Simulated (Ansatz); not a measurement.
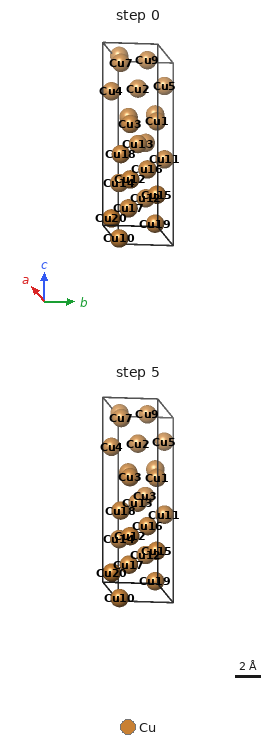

The structure of an interface cell of composition Cu before (top) and after (bottom) a relaxation, at one scale.

The picture is a spheres-only view of the cell of the calculation (origin shifted), seen from a free direction.

Case: symmetric tilt boundary Sigma 5 (2 1 0), mirror between planes, shift [0.5, 0].

Theory: Ansatz 0.2.0, DFT PBE, scalar-relativistic, plane waves, PAW.

The input:
```yaml
crystal:
  lattice:
    - [3.6297482978, 0.0, 0.0]
    - [-1.8148741489, 4.0581819676, 0.0]
    - [0.0, 0.0, 16.5327278703]
  atoms:
    - { symbol: Cu, position: [0.4, 0.8, 0.0736390631] }
    - { symbol: Cu, position: [0.2, 0.4, 0.2700098979] }
    - { symbol: Cu, position: [0.7, 0.4, 0.0245463544] }
    - { symbol: Cu, position: [0.5, 1.0, 0.2209171892] }
    - { symbol: Cu, position: [0.9, 0.8, 0.3191026066] }
    - { symbol: Cu, position: [0.8, 0.6, 0.1718244805] }
    - { symbol: Cu, position: [0.6, 0.2, 0.3681953153] }
    - { symbol: Cu, position: [0.1, 0.2, 0.1227317718] }
    - { symbol: Cu, position: [0.3, 0.6, 0.417288024] }
    - { symbol: Cu, position: [1.0, 1.0, 0.4663807327] }
    - { symbol: Cu, position: [0.9, 0.8, 0.917288024] }
    - { symbol: Cu, position: [0.7, 0.4, 0.7209171892] }
    - { symbol: Cu, position: [0.2, 0.4, 0.9663807327] }
    - { symbol: Cu, position: [0.0, 1.0, 0.7700098979] }
    - { symbol: Cu, position: [0.4, 0.8, 0.6718244805] }
    - { symbol: Cu, position: [0.3, 0.6, 0.8191026066] }
    - { symbol: Cu, position: [0.1, 0.2, 0.6227317718] }
    - { symbol: Cu, position: [0.6, 0.2, 0.8681953153] }
    - { symbol: Cu, position: [0.8, 0.6, 0.5736390631] }
    - { symbol: Cu, position: [0.5, 1.0, 0.5245463544] }
basis:
  ecutwfc: 420
kpoints:
  mp_grid: { grid: [10, 10, 2] }
hamiltonian:
  xc: pbe
scf:
  occupations: { method: gaussian, width: 0.1 }
output:
  forces: true
  stress: true
  eigenvalues: true
  populations: true
  write_density: true
  write_potential: true
  elf: true
  volumetric_format: npy
relax:
  adjacent_minimum: "off"
  f_tol: 0.02
  max_steps: 60
  cell: { fix: [a, b, alpha, beta, gamma], stress_tol: 0.1 }
```

Command:
```bash
ansatz run input.yaml --threads 4 --pin off --max-ram 11264MiB --backend cpu --events-out ev --progress --plain --runs-dir out
```

Q: What changed between the two?

A: The largest moves relative to the cell, 0.24 Å, are those of Cu3, Cu10, Cu13 and Cu20. Cu13 goes along [0 −1 −2]. The volume changes by +1.2 %, with a unchanged at 3.630 Å, b unchanged at 4.446 Å, c 16.533 → 16.730 Å (+1.2 %). Near-neighbour distances that change, for instance: Cu10–Cu17 2.709 → 2.995 Å, Cu10–Cu20 2.054 → 2.327 Å, Cu10–Cu19 2.404 → 2.567 Å, Cu13–Cu16 2.567 → 2.424 Å. The energy falls by 1.684 eV per cell of the calculation in 4 accepted moves (5 points after the start). The largest force component goes from 3.6 to 0.0018 eV/Å. Pressure: 6.09 GPa at the start and 1.49 GPa at the end. The SCF was repeated once at an unchanged geometry on a basis and grid sized afresh for the cell, which shifted the energy by 2.1 meV per cell of the calculation at most.
